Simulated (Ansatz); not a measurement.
Input file:

```
crystal:
  lattice:
    - [3.6043048131, 0.0, 0.0]
    - [0.0, 3.6043048131, 0.0]
    - [0.0, 0.0, 5.2639671549]
  atoms:
    - { symbol: Hf, position: [0.4924369095, 0.5, 0.5] }
    - { symbol: Hf, position: [-0.0075630905, 0.0, 0.0] }
    - { symbol: O, position: [0.0011415256, 0.5, 0.6932521152] }
    - { symbol: O, position: [0.5011415256, 0.0, 0.8067478848] }
    - { symbol: O, position: [0.5832338039, 0.0, 0.3067478848] }
    - { symbol: O, position: [0.0832338039, 0.5, 0.1932521152] }
basis:
  ecutwfc: 420
kpoints:
  mp_grid: { grid: [6, 6, 4] }
hamiltonian:
  xc: pbe
scf:
  occupations: { method: gaussian, width: 0.05 }
output:
  forces: true
  stress: true
  eigenvalues: true
  write_density: true
  write_potential: true
  elf: true
  volumetric_format: npy
```

Launched as:

```sh
ansatz run input.yaml --threads 2 --pin off --max-ram 5120MiB --backend cpu --events-out ev --progress --plain --runs-dir out
```

Below, planes, directions and counts refer to the conventional cell (a = 3.60 Å, b = 5.26 Å, c = 3.60 Å, α = 90.00°, β = 90.00°, γ = 90.00°).

Space group Pmn2₁; a structure from a database of computed crystals, not necessarily the ambient phase; not relaxed (largest force 0.6 eV/Å).

Method: Ansatz 0.2.0, DFT PBE, scalar-relativistic, plane waves, PAW.

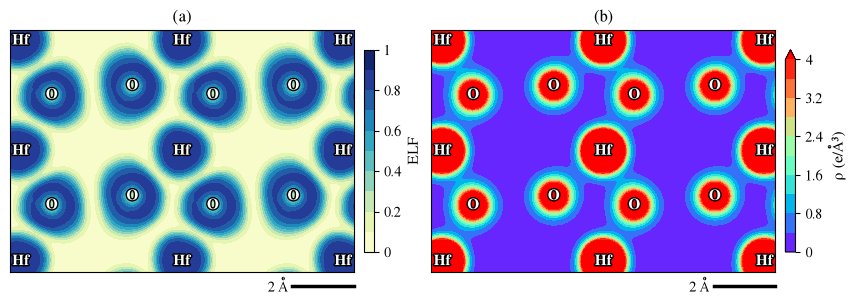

HfO$_{2}$. (a) electron localisation function; (b) valence electron density on the (100) plane of the conventional cell.

In a PAW calculation such maps are meaningful between the atoms, not at the nuclei.

Q: Read the bonding off the picture.

A: The section cuts through Hf and O sites. Hf–O (2.04 Å): ρ at the midpoint is about 0.87 e/Å³; the ELF peaks at about 0.85 in the valence shell of O, 0.6 Å from its nucleus, and drops to about 0.20 between the two atoms: no shared electron pair shows on this line. Hf–O (2.10 Å): the density is about 0.75 e/Å³ at the midpoint; the ELF peaks at about 0.85 in the valence shell of O, 0.6 Å from its nucleus, and drops to about 0.20 between the two atoms (no shared electron pair shows on this line). Hf–O (2.19 Å): ρ is about 0.58 e/Å³ halfway; the ELF peaks at about 0.85 in the valence shell of O, 0.6 Å from its nucleus, and drops to about 0.15 between the two atoms: no shared electron pair shows on this line. Between the atoms the lowest density in this plane is 0.02 e/Å³. The features right at Hf lie inside the PAW spheres, where the map follows smoothed inner orbitals and isn't to be read closely.

Q: Does the calculation give a band gap?

A: It is gapped, with a Kohn–Sham gap of 4.4 eV on the k-point mesh, an upper bound to the gap of this method.
